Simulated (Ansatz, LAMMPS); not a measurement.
# Glassy 57SiO2-27Al2O3-16BaO (mol %) (149 atoms): a short ab initio trajectory

Aim: follow glassy 57SiO2-27Al2O3-16BaO (mol %) (149 atoms) for a short time with forces from DFT, then look at structure and electrons in the last frame.

Calculated with Ansatz 0.2.0; Kohn-Sham DFT, PBE, PAW (set soft_2), plane waves.

## (1) The starting structure

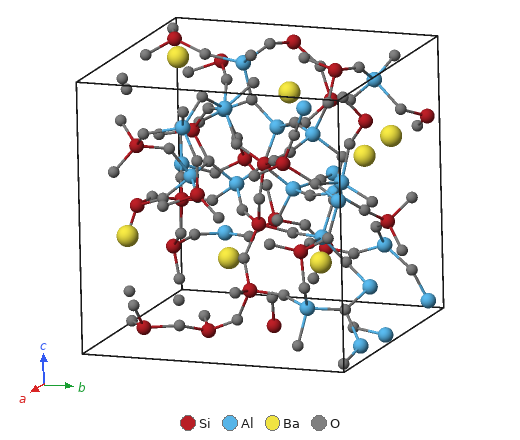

The cell as given, slightly off an axis (silicon red, aluminium blue, barium yellow, oxygen grey). Bonds to atoms that aren't drawn are left out. Some periodic images of atoms are drawn too.

The cell holds 149 atoms: 25 Si, 24 Al, 7 Ba and 93 O. Its edges and angles: a = 12.759 Å, b = 12.759 Å, c = 12.759 Å, α = 90.0°, β = 90.0°, γ = 90.0°. 149 atoms (25 Si, 24 Al, 7 Ba, 93 O) placed at random at 3.04 g/cm³, melted at 4000 K for 10 ps at fixed volume with the Morse and Coulomb pair potential with partial charges (Pedone, Malavasi, Menziani, Cormack and Segre, J. Phys. Chem. B 110, 11780 (2006)). Quenched from 4000 K to 300 K at 25 K/ps and fixed volume, held 5 ps.

Before any run, some limits are plain. The quench rate of 25 K/ps far exceeds what a furnace or splat quench reaches, so expect more defects and frozen-in strain than in a real sample. The starting topology of bonds comes from the classical model. Only the Γ point is sampled, in a cell whose shortest periodic width is 13 Å. No spin–orbit coupling is included, so levels derived from the heavy atoms are approximate.

## (2) Dynamics at 900 K

A Nosé–Hoover thermostat steers the temperature while disturbing the dynamics little. The time step is 1.0 fs.

File input.yaml:

```yaml
crystal:
  lattice:
    - [12.7591, 0.0, 0.0]
    - [0.0, 12.7591, 0.0]
    - [0.0, 0.0, 12.7591]
  atoms:
    - { symbol: Si, position: [0.40445, 0.16267, 0.43827] }
    - { symbol: Si, position: [0.801, 0.14828, 0.72895] }
    - { symbol: Si, position: [0.16423, 0.42629, 0.32439] }
    - { symbol: Si, position: [0.27396, 0.09871, 0.99365] }
    [... 139 atom lines left out ...]
    - { symbol: O, position: [0.97363, 0.66298, 0.69367] }
    - { symbol: O, position: [0.82088, 0.83797, 0.64011] }
    - { symbol: O, position: [0.16028, 0.04919, 0.00211] }
    - { symbol: O, position: [0.07526, 0.50564, 0.28916] }
    - { symbol: O, position: [0.34753, 0.83986, 0.43112] }
    - { symbol: O, position: [0.57071, 0.01037, 0.91233] }
kpoints:
  mp_grid: { grid: [1, 1, 1] }
hamiltonian:
  xc: pbe
scf:
  occupations: { method: fermi_dirac, width: 0.078 }
output:
  forces: true
  stress: true
md:
  timestep: 1.0
  n_steps: 84
  ensemble: nvt_nose_hoover
  temperature: 900
  initial_velocities: maxwell_boltzmann
  seed: 4107
```

Launch:

```sh
$ ansatz run input.yaml --threads 4 --pin off --max-ram 8192MiB --backend cpu --events-out ev --progress --plain --runs-dir out
```

Wall time 26 min (4 threads of Arm Neoverse V2, shared host); peak memory 3.5 GiB; 1.7 h of CPU time.

The program notes that the SCF threshold is loose for the stress and it switched symmetry off.

The trajectory, sampled:

```csv
time (fs),T (K),potential (meV/atom),conserved (meV/atom)
0.0,900,0.0,0.00
6.0,841,7.6,0.02
11.0,735,21.3,0.09
17.0,731,21.9,0.03
22.0,708,25.1,0.06
28.0,699,26.7,0.04
34.0,677,30.1,0.07
39.0,700,27.7,0.07
45.0,769,19.6,0.04
50.0,788,18.0,0.06
56.0,805,16.9,0.06
62.0,830,15.0,0.04
67.0,811,18.5,0.07
73.0,844,15.6,0.05
78.0,882,11.8,0.04
84.0,859,16.0,0.06
```

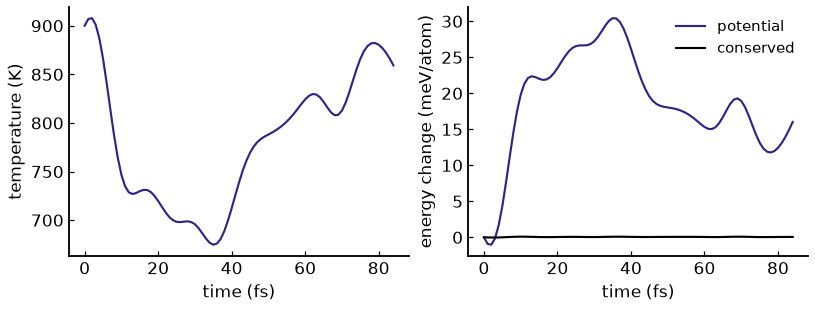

Temperature and energies against time.

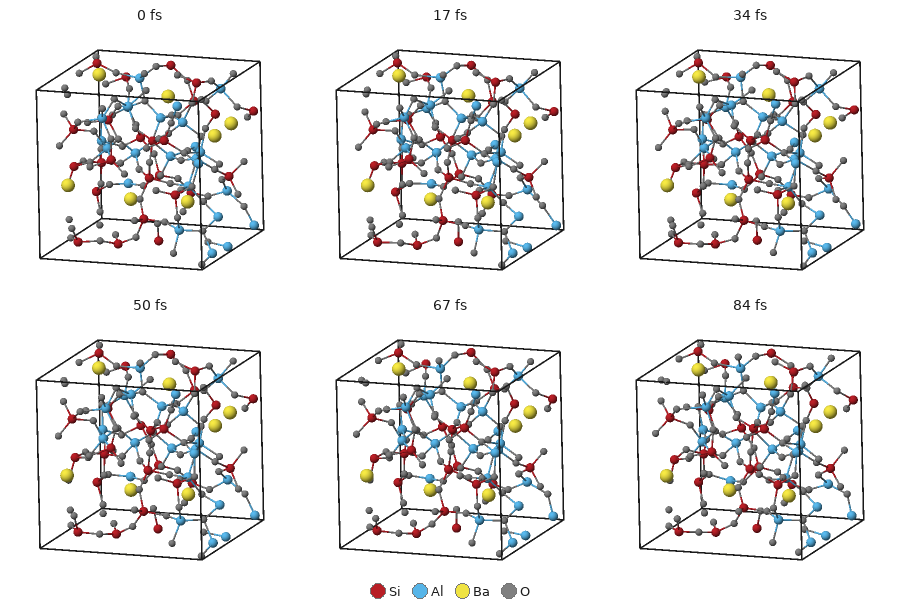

6 frames of the run. Bonds to atoms that aren't drawn are left out.

Mean square displacement from the first frame to the last: Si 0.049 Å², Al 0.084 Å², Ba 0.078 Å², O 0.12 Å².

Mean square displacement against time lag:

```csv
time lag (fs),Al (Å²),Ba (Å²),O (Å²),Si (Å²)
1.0,7.3e-5,1.5e-5,1.2e-4,6.9e-5
4.0,0.00114,2.4e-4,0.00189,0.00109
7.0,0.00338,7.3e-4,0.00561,0.00319
12.0,0.00921,0.00213,0.0151,0.00839
16.0,0.0152,0.00375,0.0244,0.0133
19.0,0.0200,0.00524,0.0317,0.0170
23.0,0.0267,0.00758,0.0415,0.0217
26.0,0.0316,0.00958,0.0485,0.0248
30.0,0.0378,0.0126,0.0575,0.0283
35.0,0.0449,0.0168,0.0681,0.0316
38.0,0.0488,0.0195,0.0740,0.0332
42.0,0.0534,0.0235,0.0812,0.0351
```

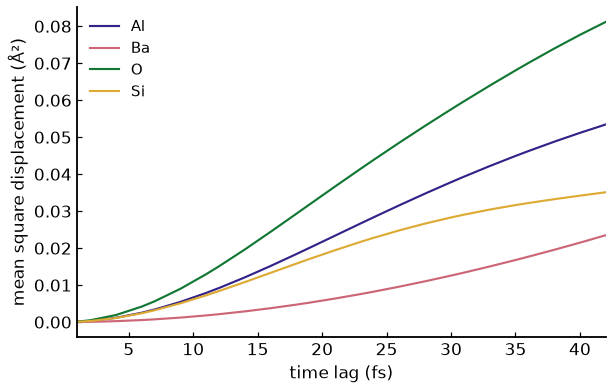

Mean square displacement, plotted against time lag.

Over the second half of 84 fs the temperature averages 820 K, rising from about 772 to 874 K (means over the first and last quarter of that half). The conserved energy stays within 0.09 meV/atom. From first frame to last O has the largest mean square displacement, 0.12 Å² at the end; the farthest move is 0.74 Å. The count of bonds goes from 249 in the first frame to 251 in the last, by one set of cutoffs: 5 pairs passed out of them and 7 came within. The run spans 0.08 ps, too short for its means to be equilibrium values.

## (3) Distances and neighbours late in the run

The g(r) is a mean over the second half; what follows it is taken at the last frame.

Density 3.04 g/cm³, 13.94 Å³ an atom.

Mean of 16 frames. g(r), total and by pair (bins of 0.2 Å):

```csv
r (Å),total,O-O,O-Si,O-Al,O-Ba,Si-Si,Si-Al
1.50,0.53,0.00,2.46,0.05,0.00,0.00,0.00
1.70,3.49,0.00,10.47,6.40,0.00,0.00,0.00
1.90,0.83,0.00,0.12,4.02,0.00,0.00,0.00
2.10,0.06,0.00,0.00,0.28,0.07,0.00,0.00
2.30,0.06,0.11,0.00,0.03,0.12,0.00,0.00
2.50,0.52,1.15,0.00,0.12,0.86,0.00,0.00
2.70,1.40,3.19,0.02,0.07,1.98,0.00,0.05
2.90,1.19,2.21,0.10,0.31,2.33,0.55,1.00
3.10,1.21,1.40,0.27,0.54,1.94,3.77,3.52
3.30,0.98,0.76,0.68,0.83,1.01,1.36,3.38
3.50,0.82,0.58,0.87,1.11,0.43,0.11,0.72
3.70,0.89,0.56,1.27,1.27,0.90,0.15,0.29
3.90,1.10,0.66,1.64,1.50,0.83,0.51,1.00
4.10,1.21,0.69,1.96,1.50,0.85,0.98,1.19
4.30,1.15,0.70,1.65,1.61,0.91,1.11,0.73
4.50,1.01,0.84,1.18,1.29,0.86,1.05,1.06
4.70,0.90,1.04,0.68,0.81,1.17,0.88,0.81
4.90,0.99,1.28,0.70,0.66,1.31,1.11,1.21
5.10,1.03,1.44,0.64,0.57,1.29,1.24,1.23
5.30,1.01,1.38,0.66,0.69,1.23,1.30,0.88
5.50,1.02,1.16,0.92,0.85,1.17,1.11,0.98
5.70,0.96,0.98,0.88,0.95,0.84,1.36,1.11
5.90,1.00,0.92,1.09,1.08,0.82,1.15,1.11
6.10,0.91,0.76,1.14,0.99,0.80,0.51,0.88
6.30,0.95,0.72,1.25,1.17,0.77,0.59,0.65
```

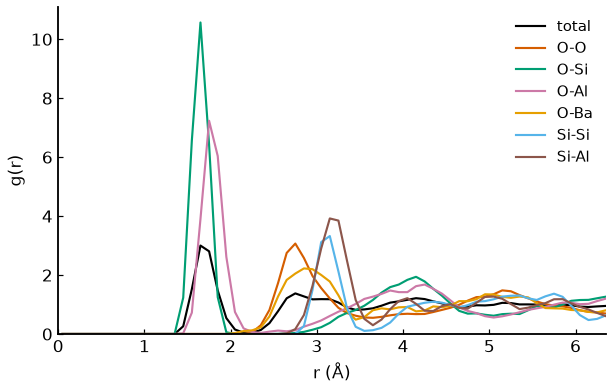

Pair distribution functions, lightly smoothed.

Bonds by pair of elements; cutoffs follow the first minimum of g(r), held within bounds set by covalent radii, and pairs that aren't listed don't count as bonded:

```csv
pair A-B,cutoff (Å),bonds,mean length (Å),spread (Å),shortest (Å),B about A,A about B
O-Si,2.16,100,1.66,0.058,1.53,1.07,4
O-Al,2.33,94,1.79,0.1,1.59,1.01,3.92
O-Ba,3.48,57,2.98,0.276,2.39,0.613,8.14
```

How many atoms have how many bonded neighbours:

```csv
element,mean,2,3,4,7,8,9
Al,3.92,0,2,22,0,0,0
Ba,8.14,0,0,0,1,4,2
O,2.70,36,49,8,0,0,0
Si,4,0,0,25,0,0,0
```

Bond angles, per cent of each kind in bins of 5°:

```csv
angle (°),O-Si-O,O-Al-O,Al-O-Si,Ba-O-Si
65–70,0.0,0.0,0.0,1.8
70–75,0.0,0.0,0.0,1.8
75–80,0.0,0.0,0.0,5.5
80–85,0.0,2.2,0.0,3.6
85–90,0.7,2.9,0.0,7.3
90–95,2.7,5.1,0.0,14.5
95–100,9.3,7.2,0.0,12.7
100–105,13.3,18.8,0.0,9.1
105–110,33.3,17.4,0.0,12.7
110–115,19.3,13.0,3.3,5.5
115–120,12.0,15.9,11.5,9.1
120–125,6.0,8.7,14.8,7.3
125–130,2.0,5.8,6.6,5.5
130–135,0.7,2.2,9.8,0.0
135–140,0.7,0.7,8.2,0.0
140–145,0.0,0.0,9.8,1.8
145–150,0.0,0.0,8.2,1.8
150–155,0.0,0.0,13.1,0.0
155–160,0.0,0.0,11.5,0.0
160–165,0.0,0.0,1.6,0.0
165–170,0.0,0.0,1.6,0.0
```

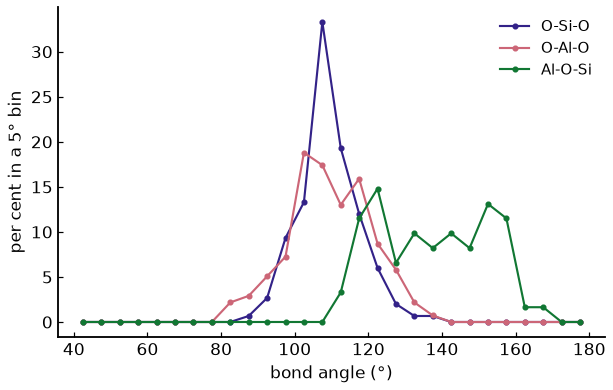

Distributions of the most common bond angles.

Bond angles (no mean is given where the spread exceeds 20°):

```csv
angle,count,mean (°),spread (°)
O-Si-O,150,109,7.8
O-Al-O,138,110,11.2
Al-O-Si,61,138,14.6
Ba-O-Si,55,103,16.4
```

Oxygen atoms by the number of network formers (Si, P, Ge, B, Al, As, Ga) bound to them:

```csv
network formers bound to O,O atoms,per cent
0,0,0
1,3,3.2
2,79,84.9
3,11,11.8
```

Network units: each former by its oxygen neighbours and how many of them bridge to another former:

```csv
former,O neighbours,bridging O,atoms
Si,4,3,3
Si,4,4,22
Al,3,3,2
Al,4,4,22
```

Bond length by coordination (bonds to H left out):

```csv
element,coordination,atoms,mean bond length (Å)
Al,3,2,1.73
Al,4,22,1.79
Ba,7,1,2.94
Ba,8,4,3.01
Ba,9,2,2.92
O,2,36,1.67
O,3,49,2.09
O,4,8,2.39
```

Rings of the network by King's shortest-path rule, up to 12 atoms, one path for each pair of neighbours; H, halogens, alkali and alkaline-earth atoms are left out, and the last column divides by all other atoms, bonded or not:

```csv
ring size (atoms),rings,per network atom
4,1,0.007
6,1,0.007
8,18,0.127
10,29,0.204
12,30,0.211
```

First main peaks of g(r), for some of the pairs, lie near 2.7 Å (O-O), 1.6 Å (O-Si), 1.8 Å (O-Al), 2.8 Å (O-Ba), 3.1 Å (Si-Si) and 3.2 Å (Si-Al). Counting bonds as in the table, 92 % of Al atoms have 4, 57 % of Ba atoms have 8, 53 % of O atoms have 3 and all Si atoms have 4 bonded neighbours. The O-Si-O angle averages 109° with a spread of 8°. 85 % of the oxygens bridge two formers (Si and Al) and 3 % are non-bridging; 12 % join three. The commonest Si unit has 4 oxygens, 4 of them shared with other formers (22 of 25 atoms). Rings of 12 atoms are the most common (38 % of those counted); sizes run from 4 to 12, where the search stops.

## (4) Single point at the last frame

The last frame is solved once more, with the analyses that the dynamics left out.

File input.yaml:

```yaml
crystal:
  lattice:
    - [12.7591, 0.0, 0.0]
    - [0.0, 12.7591, 0.0]
    - [0.0, 0.0, 12.7591]
  atoms:
    - { symbol: Si, position: [0.40532, 0.17625, 0.43184] }
    - { symbol: Si, position: [0.8117, 0.13089, 0.7409] }
    - { symbol: Si, position: [0.16745, 0.42264, 0.315] }
    - { symbol: Si, position: [0.27016, 0.10354, 0.00349] }
    [... 139 atom lines left out ...]
    - { symbol: O, position: [0.96976, 0.6622, 0.69794] }
    - { symbol: O, position: [0.81994, 0.82744, 0.63982] }
    - { symbol: O, position: [0.14108, 0.07105, 0.01144] }
    - { symbol: O, position: [0.09494, 0.51079, 0.27412] }
    - { symbol: O, position: [0.37375, 0.86109, 0.41981] }
    - { symbol: O, position: [0.54021, 0.97681, 0.89024] }
kpoints:
  mp_grid: { grid: [1, 1, 1] }
hamiltonian:
  xc: pbe
scf:
  occupations: { method: fixed }
output:
  forces: true
  stress: true
  populations: true
  dos:
    method: { smearing: { sigma: 0.08 } }
    de: 0.1
    projected: { site_lists: { Al: [Al], Ba: [Ba], O: [O], Si: [Si] } }
  eigenvalues: true
  write_density: true
  write_potential: true
  volumetric_format: npy
```

Wall time 51 s (4 threads); peak memory 3.2 GiB.

Read from the output:

```yaml
free_energy: -123389.0877 eV
free_energy_per_atom: -828.1147 eV/atom
scf_cycles: 9
pressure: -0.7023 GPa
r_m_s_force_component: 1.229 eV/Å
longest_force: 5.054 eV/Å
fermi_energy: 4.566 eV
spacing_of_highest_filled_and_lowest_empty_level: 2.867 eV
spilling_of_the_projection: 0.01178
```

Neighbours are counted within 2.16 Å (O-Si), 2.33 Å (O-Al), 3.48 Å (O-Ba), the cutoffs taken from the dynamics.

Length of the force by element and coordination:

```csv
element,coordination,atoms,mean length of the force (eV/Å),spread,least,most
Al,all,24,1.91,1.13,0.446,4.94
Al,3,2,1.50,0.176,1.33,1.68
Al,4,22,1.95,1.17,0.446,4.94
Ba,all,7,0.8,0.243,0.487,1.11
Ba,7,1,0.561,0,0.561,0.561
Ba,8,4,0.804,0.265,0.487,1.11
Ba,9,2,0.911,0.164,0.747,1.07
O,all,93,1.77,0.900,0.431,5.05
O,2,36,1.58,0.879,0.463,3.55
O,3,49,1.89,0.930,0.431,5.05
O,4,8,1.88,0.634,1.10,2.84
Si,all,25,2.56,0.950,1.13,4.54
```

[end of part 1 of 2]

[Logs are printed without paths, hosts, clocks, repeated set-up lines and the standing remarks that a program may print on its own settings, such as how far it seeks lower states.]

[Hosts, paths, dates, database ids (printed as entryN), source tags and the programs' standing remarks are cut or masked in the printed files.]
